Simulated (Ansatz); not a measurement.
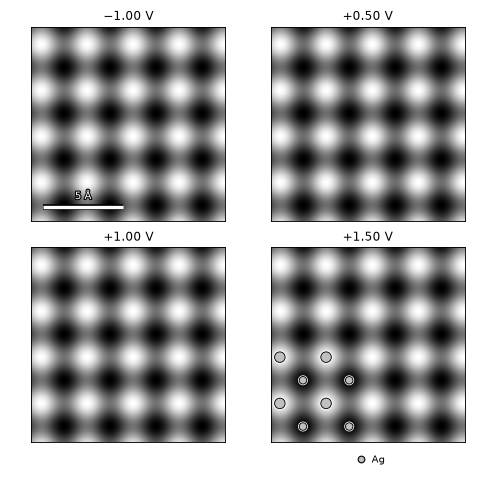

Constant-height images of Ag(100) (Fm-3m bulk, 6 atomic planes (those closer than 0.6 Å count as one), 10 Å) at 4 sample biases, each on its own colour scale; the last has the atoms seen from above drawn over one corner (deeper ones smaller).

Tersoff–Hamann simulation (s-wave tip); biases are sample biases. Bias windows are sharp sums over the levels of the k mesh.

All numbers here come from DFT PBEsol, scalar-relativistic, plane waves, PAW (Ansatz). Cutoff 420 eV, 17 × 17 k-points, Gaussian smearing 0.1 eV, dipole correction. The slab is a cut without reconstruction beyond its cell, at the source's lattice constants, with its lower half held fixed and the rest relaxed. No spin polarisation. The run couldn't confirm all of its levels under its output density. The run warns that the functional's potential is rough in the thin density of the vacuum, where the tip is; weak contrasts and barriers may feel it.

Q: How do the images change with bias?

A:
```json
{"bias": "−1.00 V", "height (Å)": "3.0", "bright/dark": "1.2", "brightest over": "top Ag atoms"}
{"bias": "+0.50 V", "height (Å)": "3.0", "bright/dark": "1.1", "brightest over": "top Ag atoms"}
{"bias": "+1.00 V", "height (Å)": "3.0", "bright/dark": "1.2", "brightest over": "top Ag atoms"}
{"bias": "+1.50 V", "height (Å)": "3.0", "bright/dark": "1.2", "brightest over": "top Ag atoms"}
```

The slab has states at the Fermi level, so this model gives a current down to small biases. Its work function (top face) is 4.38 eV.

The weakest contrasts here depend on the k mesh and on the tip.
